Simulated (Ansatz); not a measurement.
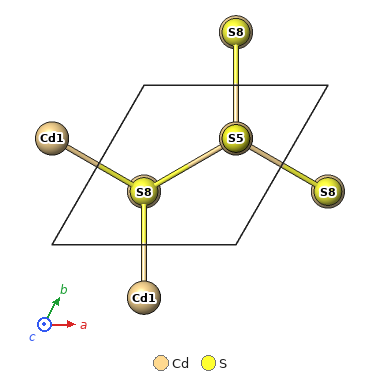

The system is CdS (P6_3mc, No. 186; 8 atoms in the cell); the picture shows the reference structure. Gamma surface: rigid slide across a plane, one fault a cell; the plane is (0 0 1) of the conventional cell, and the faces at the cut hold Cd and S. Places are given modulo a cell vector. The map is drawn in real space over the plane of the slide. Nothing is relaxed (rigid halves, spacing across the cut fixed). The scan uses a 12 × 12 grid; 31 points were computed and 113 follow by symmetry. Energies are in meV/Å², from the lowest grid point. These are results of DFT PBE, scalar-relativistic, plane waves, PAW (Ansatz 0.2.0), not measurements. Settings: cutoff 420 eV, k-mesh 7×7×2 in the order of the run's cell vectors, gaussian smearing 0.05 eV, no spin polarisation.

Its coordinates:

```xyz
8
Lattice="-2.0986 -3.6348 0.0000 2.0986 -3.6348 0.0000 0.0000 0.0000 13.6555" Properties=species:S:1:pos:R:3 pbc="T T T"
Cd    0.0000   -4.8465   12.3695
Cd    0.0000   -4.8465    5.5418
Cd    0.0000   -2.4232    2.1279
Cd    0.0000   -2.4232    8.9556
S     0.0000   -4.8465    1.2860
S     0.0000   -4.8465    8.1137
S     0.0000   -2.4232    4.6998
S     0.0000   -2.4232   11.5276
```

The input of one point:

```yaml
crystal:
  lattice:
    - [-2.0985806452, -3.6348483013, 0.0]
    - [2.0985806452, -3.6348483013, 0.0]
    - [0.0, 0.0, 13.655461743]
  atoms:
    - { symbol: Cd, position: [0.6666666667, 0.6666666667, 0.0020782541] }
    - { symbol: Cd, position: [0.6666666667, 0.6666666667, 0.5020782541] }
    - { symbol: Cd, position: [0.3333333333, 0.3333333333, 0.2520782541] }
    - { symbol: Cd, position: [0.3333333333, 0.3333333333, 0.7520782541] }
    - { symbol: S, position: [0.6666666667, 0.6666666667, 0.1904217459] }
    - { symbol: S, position: [0.6666666667, 0.6666666667, 0.6904217459] }
    - { symbol: S, position: [0.3333333333, 0.3333333333, 0.4404217459] }
    - { symbol: S, position: [0.3333333333, 0.3333333333, 0.9404217459] }
basis:
  ecutwfc: 420
kpoints:
  mp_grid: { grid: [7, 7, 2] }
hamiltonian:
  xc: pbe
scf:
  occupations: { method: gaussian, width: 0.05 }
output:
  forces: true
  stress: true
  eigenvalues: true
```

Range: slide along a1 from 0.000 to 0.917; slide along a2 from 0.000 to 0.917.

### What will the energy surface look like?

The lowest grid point is at (0/12, 0/12) of the cell vectors. No other kind of well shows on this grid. The highest grid point, (8/12, 8/12) of the cell vectors, lies 50.1 meV/Å² above the lowest. On the interpolated surface the easiest way out of the lowest well to its copy in the next cell or period passes a barrier of about 36 meV/Å². The gap on the k-mesh is 1.1 eV at the lowest point and runs from 0.5 to 1.1 eV over the map.

```csv
"slide along a2 ↓, slide along a1 →",0/12,1/12,2/12,3/12,4/12,5/12,6/12,7/12,8/12,9/12,10/12,11/12
11/12,1.5,1.5,4.8,11.8,21.8,32.3,39.3,39.3,32.3,21.8,11.8,4.8
10/12,6.2,4.4,6.2,11.8,20.8,31.6,40.7,44.4,40.7,31.6,20.8,11.8
9/12,14.4,10.6,10.6,14.4,21.8,31.6,41.2,47.5,47.5,41.2,31.6,21.8
8/12,24.7,19.6,17.8,19.6,24.7,32.3,40.7,47.5,50.1,47.5,40.7,32.3
7/12,33.6,28.9,26.2,26.2,28.9,33.6,39.3,44.4,47.5,47.5,44.4,39.3
6/12,37.2,35.0,33.3,32.7,33.3,35.0,37.2,39.3,40.7,41.2,40.7,39.3
5/12,33.6,35.0,36.1,36.7,36.7,36.1,35.0,33.6,32.3,31.6,31.6,32.3
4/12,24.7,28.9,33.3,36.7,37.9,36.7,33.3,28.9,24.7,21.8,20.8,21.8
3/12,14.4,19.6,26.2,32.7,36.7,36.7,32.7,26.2,19.6,14.4,11.8,11.8
2/12,6.2,10.6,17.8,26.2,33.3,36.1,33.3,26.2,17.8,10.6,6.2,4.8
1/12,1.5,4.4,10.6,19.6,28.9,35.0,35.0,28.9,19.6,10.6,4.4,1.5
0/12,0.0,1.5,6.2,14.4,24.7,33.6,37.2,33.6,24.7,14.4,6.2,1.5
```

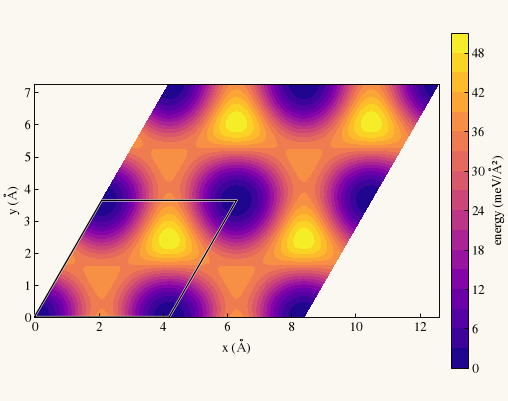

The picture shows filled contours, the outline of one cell of the 2 × 2 shown. Between grid points the surface is interpolated.

Time for the 31 points that were run: 11 min on 2 threads of Arm Neoverse V2, on a shared host.
